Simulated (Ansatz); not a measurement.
# Geometry relaxation of Ta (part 1 of 2)

- system: Ta (slab, 5 atoms in the cell)
- method: DFT PBEsol, scalar-relativistic, plane waves, PAW, no spin polarisation (Ansatz 0.2.0)

The structure derives from an entry of the Crystallography Open Database. The input holds or restrains some coordinates. Forces given for the steps count only the free coordinates. It belongs to a series of runs on one base structure; here: clean slab, lower half held.

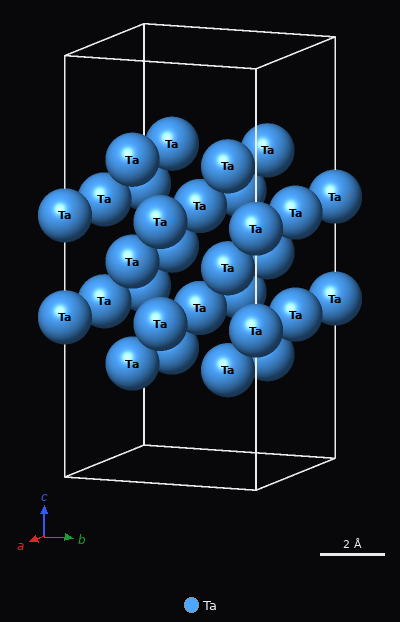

Figure 1. The input geometry (spheres-only view of the 2 × 2 repeat of the cell, with the vacuum cut short, seen slightly off an axis). An atom can appear more than once, as a periodic image.

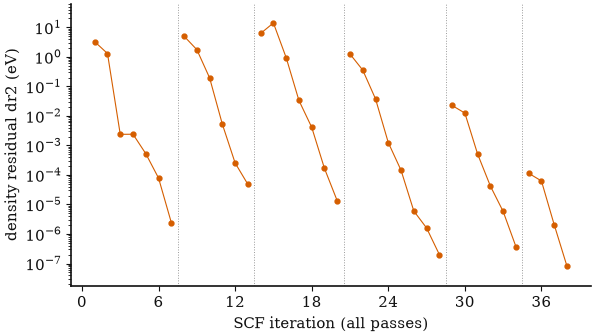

Figure 2. Convergence of the self-consistent field: density residual dr2 against the SCF iteration. The dotted lines part the SCF passes of the relaxation: geometry steps, rejected trials and re-solves on a re-selected basis. The 6 passes take 4 to 8 iterations each, 38 in all.

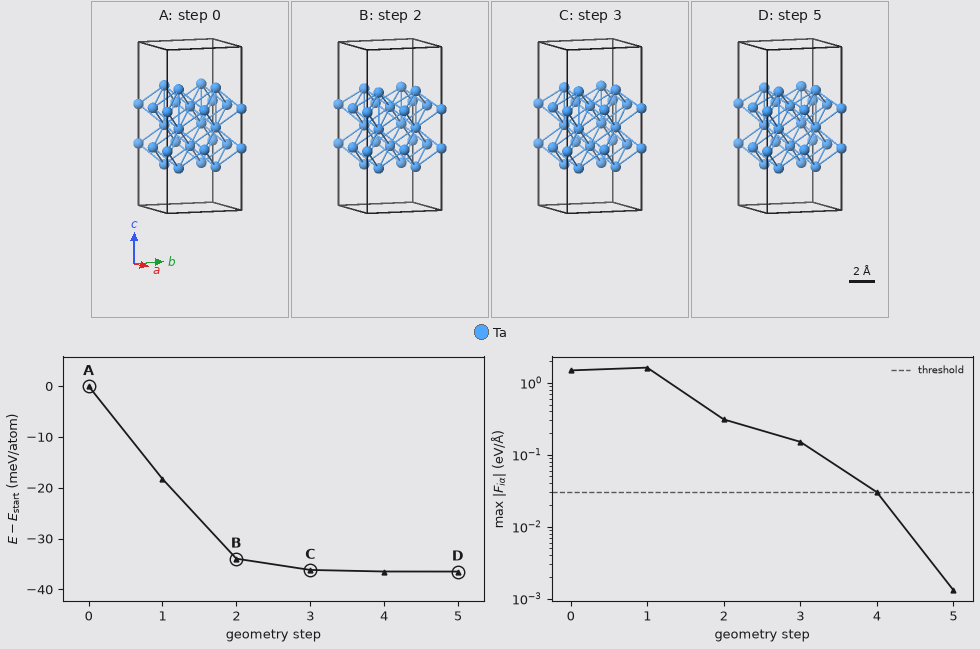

Figure 3. Frames of the restrained relaxation (ball-and-stick view of the 2 × 2 repeat of the cell, with the vacuum cut short, seen slightly off an axis) above the curves, on which the letters mark them (the first geometry is step 0 here and step 1 in the log).

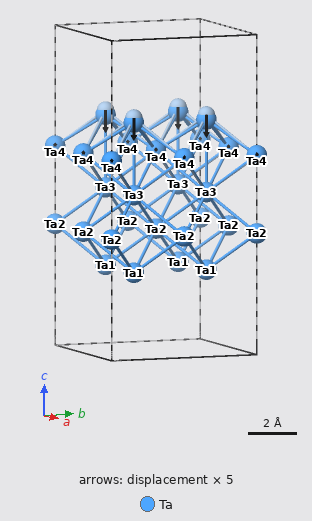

Figure 4. Start (faint) and end (solid) with the displacements as black arrows, magnified 5 times (ball-and-stick view of the 2 × 2 repeat of the cell, with the vacuum cut short, seen slightly off an axis). After 5 geometry steps the energy has fallen by 36.5 meV per atom. Largest force component: 1.5 eV/Å at the start, 0.0013 eV/Å at the end. The largest move is that of Ta5, 0.20 Å. The cell stays as it was. Among the contacts that change: Ta3–Ta5 3.281 → 3.077 Å, Ta4–Ta5 2.841 → 2.715 Å, Ta3–Ta4 2.841 → 2.856 Å. Among the angles that change: Ta4–Ta5–Ta4 109.5° → 117.4°, Ta3–Ta5–Ta4 54.7° → 58.7°, Ta4–Ta5–Ta4 70.5° → 74.3°. (Atoms are counted from 1 in the order of the input.)

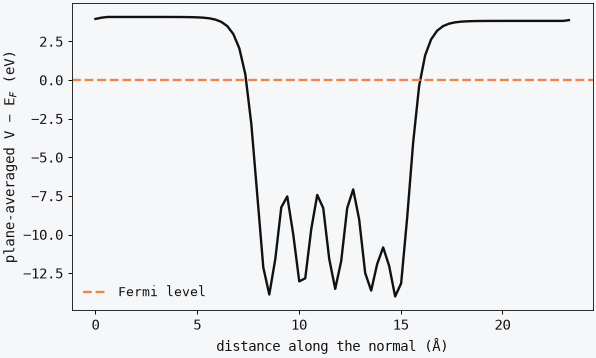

Figure 5. Plane average of the electrostatic potential energy of an electron across the cell, from the Fermi level. The vacuum level lies 3.83 eV above the Fermi level on the upper side and 4.08 eV on the lower.

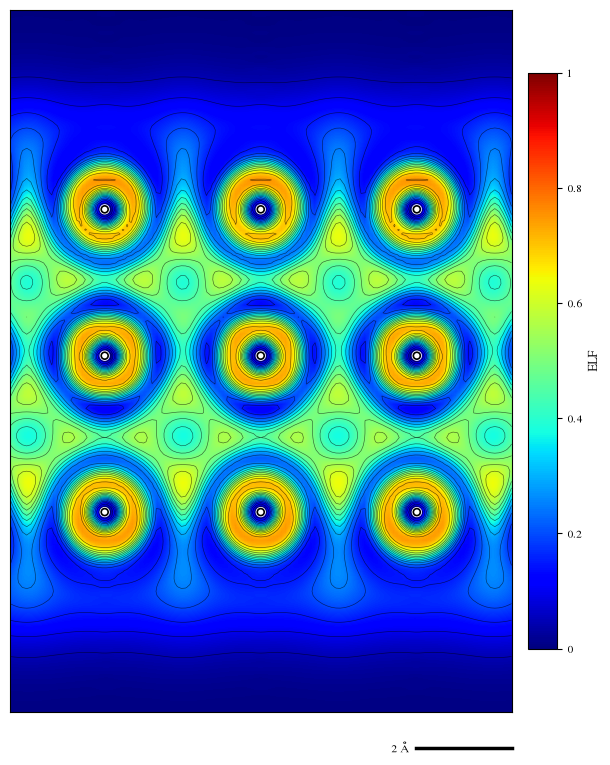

Figure 6. ELF on the (100) plane of the calculation cell, a cut from vacuum to vacuum. Circles mark the nuclei in the plane (Ta). Atoms in the plane: Ta. Ta–Ta (3.08 Å): the ELF is about 0.40 at the midpoint (nearly free electrons, as in a simple metal). The strong features right at Ta lie inside the PAW spheres (semicore, d or f shells) and say nothing about bonding. In a PAW calculation such maps are meaningful between the atoms, not at the nuclei.

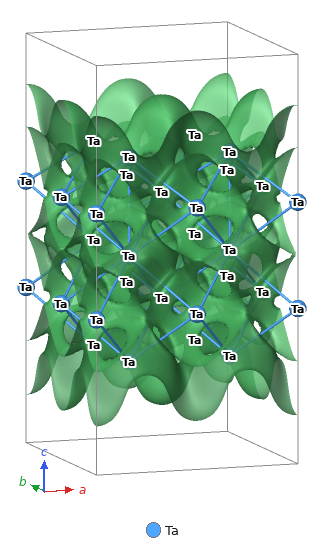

Figure 7. Isosurface of the ELF at 0.4 (green), seen slightly off an axis. Core shells and regions of very low density are left out. Sticks mark near contacts. Values along the shortest contacts: Ta–Ta (2.71 Å): the ELF is about 0.30 at the midpoint; no shared electron pair. Ta–Ta (2.84 Å): the ELF is about 0.30 at the midpoint; no shared electron pair.

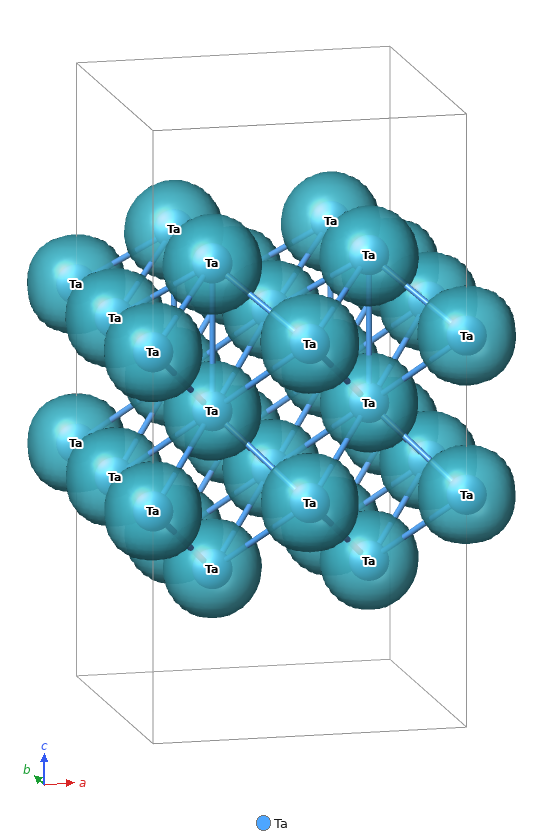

Figure 8. Isosurface of the valence electron density at 0.6 e/Å³ (cyan), seen slightly off an axis. Sticks mark near contacts. At this value the density breaks into separate islands; it holds about 70 % of the electrons treated as valence (semicore included). It is pinched off along the Ta–Ta (2.71 Å), Ta–Ta (2.84 Å) and Ta–Ta (3.08 Å) contacts. On the grid the lowest density along these lines, outside the cores, is 0.38 e/Å³ (Ta–Ta, 2.71 Å), 0.32 e/Å³ (Ta–Ta, 2.84 Å) and 0.29 e/Å³ (Ta–Ta, 3.08 Å).

The input and output of the run follow.

Input:
```yaml
crystal:
  lattice:
    - [3.2805195245, 0.0, 0.0]
    - [0.0, 3.2805195245, 0.0]
    - [0.0, 0.0, 23.5610390491]
  atoms:
    - { symbol: Ta, position: [0.5, 0.5, 0.3607650742] }
    - { symbol: Ta, position: [0.0, 0.0, 0.4303825371] }
    - { symbol: Ta, position: [0.5, 0.5, 0.5] }
    - { symbol: Ta, position: [0.0, 0.0, 0.5696174629] }
    - { symbol: Ta, position: [0.5, 0.5, 0.6392349258] }
basis:
  ecutwfc: 420
kpoints:
  mp_grid: { grid: [9, 9, 1] }
hamiltonian:
  xc: pbesol
scf:
  occupations: { method: gaussian, width: 0.1 }
output:
  forces: true
  eigenvalues: true
  write_density: true
  write_potential: true
  elf: true
  volumetric_format: npy
relax:
  adjacent_minimum: "off"
  f_tol: 0.03
  max_steps: 70
  constraints: [{ sites: [0, 1] }]
efield:
  axis: 3
  dipole_correction: true
  ramp_width: 0.04
```

Command:
```bash
ansatz run input.yaml --threads 2 --pin off --max-ram 5120MiB --backend cpu --events-out ev --progress --plain --runs-dir out
```

Output:
```
Engine: ansatz 0.2.0, x86_64-unknown-linux-gnu
Pseudopotentials: kind: paw
Pseudopotential: Ta, paw, valence charge 13, recommended cutoff 420 eV (normal), Ta.paw.azcp
Functional definition: PBEsol
  exchange = pbesol_x
  correlation = pbesol_c
Crystal: 5 atoms, lattice volume = 253.559 Å³
Basis set: ecut = 420 eV, 4999 PW (Γ), exchange–correlation on 48×48×320 points (8 copies of the dense FFT grid, shifted against one another)
Bands: 39, of which v1, the nominal top of the filled ones, is band 33 counted from 1 (32 counted from 0)
Symmetry: 8 space group operations
k-points: 15 of 81
Non-local potential: Ta, projectors of the file, l = 0: 3, l = 1: 2, l = 2: 2, l = 3: 1
PAW form: soft (Blöchl's): semilocal exchange-correlation on the pseudo side does not see the compensation charge
PAW frozen core: Ta, regenerated for the run's functional, and the local potential with it (the file was generated under x = pbe(κ = 0.804, μ = 0.2195149727645171), c = pbe(β = 0.06672455060314922))
PAW one-centre angular grid: Ta, 590 points (default); XC on 64 Gauss nodes
Initial density: superposition of atomic densities (neutral atoms: chi_scale 0, normalization atom), corrected by the library's trained network
Initial wavefunctions: pseudopotential atomic-orbital guess
Functional: x = pbesol(κ = 0.804, μ = 0.12345679012345678), c = pbesol(β = 0.046)
SCF iter   1: F=—  HF=-49028.541437 eV  |F-HF|=—  |Δ(HF+E_count)|=         —  Δρ=9.08e-3  dr2=3.27e0  ethr=1.77e-3  p=0.000 e·Å  D=2.13e-13 V/Å  ΔV_dip=-0.00 eV  dr2_dipole=5.56e-6  V_vac-E_F(+/−)=4.25/4.25 eV  ⟨swp⟩=7.9  Hψ=2803  notcnv=0
efield: sawtooth ramp at fractional position 0.9800 (placed from the atoms, in the widest stretch of the axis that holds none; the zero of the levels goes with the place), width 0.0400; the density the first Hamiltonian is built on has a dipole p = 0.000 e·Å; the dipole correction subtracts the counter field D = 2.13e-13 V/Å, which shifts the + side's vacuum level by -0.00 eV against the − side's; the planar-averaged density in the ramp window peaks in size at 3.5e-5 e/Å³
preconditioner: auto → LDOS  [metal: Δε(μ)=0.032 eV  Ē_g=3.431 eV  σ=0.100 eV  W_gap=0.18  n_scr=44 (ndim 8)  ℏωp=11.7 eV  f_vac=0.549  D(μ)=4.89/eV (n_scr^D=14)  β→1.0]
SCF iter   2: F=—  HF=-49028.459089 eV  |F-HF|=—  |Δ(HF+E_count)|=   8.23e-2  Δρ=6.08e-3  dr2=1.30e0  ethr=1.77e-3  p=0.000 e·Å  D=2.36e-4 V/Å  ΔV_dip=-0.01 eV  dr2_dipole=4.41e-5  V_vac-E_F(+/−)=3.96/3.97 eV  ⟨swp⟩=3.5  Hψ=907  notcnv=0  defer=13
SCF iter   3: F=—  HF=-49028.407859 eV  |F-HF|=—  |Δ(HF+E_count)|=   5.12e-2  Δρ=8.70e-4  dr2=2.38e-3  ethr=1.77e-3  p=0.000 e·Å  D=4.36e-8 V/Å  ΔV_dip=-0.00 eV  dr2_dipole=6.86e-8  V_vac-E_F(+/−)=4.03/4.03 eV  ⟨swp⟩=1.5  Hψ=613  notcnv=0  defer=13
SCF iter   4: F=—  HF=-49028.410341 eV  |F-HF|=—  |Δ(HF+E_count)|=   2.48e-3  Δρ=3.87e-4  dr2=2.40e-3  ethr=3.67e-6  p=0.000 e·Å  D=8.41e-6 V/Å  ΔV_dip=-0.00 eV  dr2_dipole=1.57e-7  V_vac-E_F(+/−)=4.05/4.05 eV  ⟨swp⟩=3.8  Hψ=1239  notcnv=0  defer=14
SCF iter   5: F=—  HF=-49028.410396 eV  |F-HF|=—  |Δ(HF+E_count)|=   5.47e-5  Δρ=1.38e-4  dr2=5.27e-4  ethr=3.67e-6  p=-0.000 e·Å  D=-1.98e-6 V/Å  ΔV_dip=0.00 eV  dr2_dipole=1.53e-8  V_vac-E_F(+/−)=4.05/4.05 eV  ⟨swp⟩=2.1  Hψ=683  notcnv=0  defer=14
SCF iter   6: F=—  HF=-49028.410381 eV  |F-HF|=—  |Δ(HF+E_count)|=   1.49e-5  Δρ=5.46e-5  dr2=7.86e-5  ethr=8.10e-7  p=0.000 e·Å  D=1.09e-6 V/Å  ΔV_dip=-0.00 eV  dr2_dipole=5.10e-9  V_vac-E_F(+/−)=4.06/4.06 eV  ⟨swp⟩=1.5  Hψ=582  notcnv=0  defer=14
SCF iter   7: F=-49028.410376 eV  HF=-49028.410378 eV  |F-HF|=1.81e-6  |Δ(HF+E_count)|=   3.10e-6  Δρ=9.74e-6  dr2=2.45e-6  ethr=3.46e-8  p=-0.000 e·Å  D=-7.08e-7 V/Å  ΔV_dip=0.00 eV  dr2_dipole=5.35e-10  V_vac-E_F(+/−)=4.06/4.06 eV  ⟨swp⟩=22.2  Hψ=6048  notcnv=0
SCF 1 converged in 7 iterations: F = -49028.410376 eV  dr2 = 2.45e-6
  Residual-converged pass: ⟨swp⟩=1.3  Hψ=649  notcnv=0  max |occ|·‖R‖ = 7.0e-9 eV (tolerance 1.0e-8 eV)  dr2=2.45e-6  dr2_onsite=4.10e-9  max |Δocc| = 1.8e-10
  greatest PAW one-centre occupation: 1.000 electrons in one spin orbital (limit 2), on the Ta atom at site 1 (counted from 0), in its partial waves of l = 0
relax step   1: F+E_penalty+E_count = -49028.41037596 eV  Δ(F+E_penalty+E_count) = +0.000e0 eV  max|allowed force component| = 1.490e0 eV/Å  Δτ_max = 0.0000 Å  (7 SCF iters, dr2 threshold 2.25e-5 eV, accepted)
Initial density: handed on by an earlier stage of this run
Initial wavefunctions: those handed on with the density
SCF iter   1: F=—  HF=-49028.819470 eV  |F-HF|=—  |Δ(HF+E_count)|=         —  Δρ=1.57e-2  dr2=5.03e0  ethr=3.10e-3  p=-0.000 e·Å  D=-1.42e-6 V/Å  ΔV_dip=0.00 eV  dr2_dipole=8.42e-1  V_vac-E_F(+/−)=4.19/4.19 eV  ⟨swp⟩=6.7  Hψ=1714  notcnv=0  defer=6
efield: sawtooth ramp at fractional position 0.9800 (handed on by an earlier solve), width 0.0400; the density the first Hamiltonian is built on has a dipole p = -0.000 e·Å; the dipole correction subtracts the counter field D = -1.42e-6 V/Å, which shifts the + side's vacuum level by +0.00 eV against the − side's; the planar-averaged density in the ramp window peaks in size at 5.7e-6 e/Å³
preconditioner: auto → LDOS  [metal: Δε(μ)=0.044 eV  Ē_g=3.496 eV  σ=0.100 eV  W_gap=0.24  n_scr=44 (ndim 8)  ℏωp=11.7 eV  f_vac=0.557  D(μ)=4.26/eV (n_scr^D=12)  β→1.0]
SCF iter   2: F=—  HF=-49028.657532 eV  |F-HF|=—  |Δ(HF+E_count)|=   1.62e-1  Δρ=1.11e-2  dr2=1.76e0  ethr=3.10e-3  p=0.020 e·Å  D=1.46e-2 V/Å  ΔV_dip=-0.34 eV  dr2_dipole=9.14e-4  V_vac-E_F(+/−)=3.79/4.13 eV  ⟨swp⟩=3.2  Hψ=1042  notcnv=0  defer=21
SCF iter   3: F=—  HF=-49028.515525 eV  |F-HF|=—  |Δ(HF+E_count)|=   1.42e-1  Δρ=3.10e-3  dr2=1.95e-1  ethr=2.70e-3  p=0.016 e·Å  D=1.13e-2 V/Å  ΔV_dip=-0.27 eV  dr2_dipole=2.20e-2  V_vac-E_F(+/−)=3.87/4.14 eV  ⟨swp⟩=2.9  Hψ=828  notcnv=1  defer=20
SCF iter   4: F=—  HF=-49028.502357 eV  |F-HF|=—  |Δ(HF+E_count)|=   1.32e-2  Δρ=5.21e-4  dr2=5.23e-3  ethr=3.01e-4  p=0.016 e·Å  D=1.17e-2 V/Å  ΔV_dip=-0.28 eV  dr2_dipole=1.46e-6  V_vac-E_F(+/−)=3.84/4.11 eV  ⟨swp⟩=2.1  Hψ=865  notcnv=0  defer=15
SCF iter   5: F=—  HF=-49028.501676 eV  |F-HF|=—  |Δ(HF+E_count)|=   6.81e-4  Δρ=1.51e-4  dr2=2.55e-4  ethr=8.05e-6  p=0.019 e·Å  D=1.33e-2 V/Å  ΔV_dip=-0.31 eV  dr2_dipole=1.78e-5  V_vac-E_F(+/−)=3.80/4.11 eV  ⟨swp⟩=2.1  Hψ=797  notcnv=0  defer=15
SCF iter   6: F=-49028.501638 eV  HF=-49028.501672 eV  |F-HF|=3.34e-5  |Δ(HF+E_count)|=   3.69e-6  Δρ=5.92e-5  dr2=4.81e-5  ethr=1.54e-7  p=0.020 e·Å  D=1.42e-2 V/Å  ΔV_dip=-0.33 eV  dr2_dipole=1.05e-5  V_vac-E_F(+/−)=3.77/4.10 eV  ⟨swp⟩=22.6  Hψ=6719  notcnv=0
SCF 2 converged in 6 iterations: F = -49028.501638 eV  dr2 = 4.81e-5
  greatest PAW one-centre occupation: 1.000 electrons in one spin orbital (limit 2), on the Ta atom at site 3 (counted from 0), in its partial waves of l = 0
relax step   2: F+E_penalty+E_count = -49028.50163848 eV  Δ(F+E_penalty+E_count) = -9.126e-2 eV  max|allowed force component| = 1.628e0 eV/Å  Δτ_max = 0.1964 Å  (6 SCF iters, dr2 threshold 1.00e-4 eV, accepted)
SCF iter   1: F=—  HF=-49028.840104 eV  |F-HF|=—  |Δ(HF+E_count)|=         —  Δρ=1.39e-2  dr2=6.23e0  ethr=3.10e-3  p=0.020 e·Å  D=1.42e-2 V/Å  ΔV_dip=-0.33 eV  dr2_dipole=1.24e0  V_vac-E_F(+/−)=3.74/4.08 eV  ⟨swp⟩=6.0  Hψ=1540  notcnv=0  defer=12
efield: sawtooth ramp at fractional position 0.9800 (handed on by an earlier solve), width 0.0400; the density the first Hamiltonian is built on has a dipole p = 0.020 e·Å; the dipole correction subtracts the counter field D = 1.42e-2 V/Å, which shifts the + side's vacuum level by -0.33 eV against the − side's; the planar-averaged density in the ramp window peaks in size at 4.0e-6 e/Å³
preconditioner: auto → LDOS  [metal: Δε(μ)=0.089 eV  Ē_g=3.566 eV  σ=0.100 eV  W_gap=0.42  n_scr=44 (ndim 8)  ℏωp=11.7 eV  f_vac=0.562  D(μ)=3.18/eV (n_scr^D=10)  β→1.0]
SCF iter   2: F=—  HF=-49029.080168 eV  |F-HF|=—  |Δ(HF+E_count)|=   2.40e-1  Δρ=1.96e-2  dr2=1.41e1  ethr=3.10e-3  p=0.052 e·Å  D=3.73e-2 V/Å  ΔV_dip=-0.88 eV  dr2_dipole=2.56e0  V_vac-E_F(+/−)=3.29/4.17 eV  ⟨swp⟩=3.6  Hψ=1061  notcnv=0  defer=16
SCF iter   3: F=—  HF=-49028.621205 eV  |F-HF|=—  |Δ(HF+E_count)|=   4.59e-1  Δρ=5.06e-3  dr2=9.40e-1  ethr=3.10e-3  p=0.036 e·Å  D=2.53e-2 V/Å  ΔV_dip=-0.60 eV  dr2_dipole=1.67e-1  V_vac-E_F(+/−)=3.53/4.12 eV  ⟨swp⟩=2.7  Hψ=900  notcnv=0  defer=17
SCF iter   4: F=—  HF=-49028.585000 eV  |F-HF|=—  |Δ(HF+E_count)|=   3.62e-2  Δρ=1.18e-3  dr2=3.34e-2  ethr=1.45e-3  p=0.021 e·Å  D=1.47e-2 V/Å  ΔV_dip=-0.35 eV  dr2_dipole=8.65e-3  V_vac-E_F(+/−)=3.76/4.11 eV  ⟨swp⟩=1.7  Hψ=692  notcnv=0  defer=15
SCF iter   5: F=—  HF=-49028.580224 eV  |F-HF|=—  |Δ(HF+E_count)|=   4.78e-3  Δρ=4.31e-4  dr2=4.13e-3  ethr=5.14e-5  p=0.018 e·Å  D=1.27e-2 V/Å  ΔV_dip=-0.30 eV  dr2_dipole=1.09e-3  V_vac-E_F(+/−)=3.80/4.10 eV  ⟨swp⟩=2.1  Hψ=786  notcnv=0  defer=14
SCF iter   6: F=—  HF=-49028.580103 eV  |F-HF|=—  |Δ(HF+E_count)|=   1.21e-4  Δρ=1.15e-4  dr2=1.67e-4  ethr=6.35e-6  p=0.016 e·Å  D=1.16e-2 V/Å  ΔV_dip=-0.27 eV  dr2_dipole=2.51e-7  V_vac-E_F(+/−)=3.82/4.09 eV  ⟨swp⟩=1.8  Hψ=661  notcnv=0  defer=14
SCF iter   7: F=-49028.580081 eV  HF=-49028.580089 eV  |F-HF|=8.55e-6  |Δ(HF+E_count)|=   1.32e-5  Δρ=3.21e-5  dr2=1.33e-5  ethr=1.54e-7  p=0.015 e·Å  D=1.10e-2 V/Å  ΔV_dip=-0.26 eV  dr2_dipole=3.53e-8  V_vac-E_F(+/−)=3.83/4.09 eV  ⟨swp⟩=21.6  Hψ=6756  notcnv=0
SCF 3 converged in 7 iterations: F = -49028.580081 eV  dr2 = 1.33e-5
relax step   3: F+E_penalty+E_count = -49028.58008078 eV  Δ(F+E_penalty+E_count) = -7.844e-2 eV  max|allowed force component| = 3.104e-1 eV/Å  Δτ_max = 0.1867 Å  (7 SCF iters, dr2 threshold 1.00e-4 eV, accepted)
iter 1 solved again at ethr=1.80e-3 eV; its pass at ethr=3.10e-3 eV (dr2=1.17e0 eV) is discarded
```
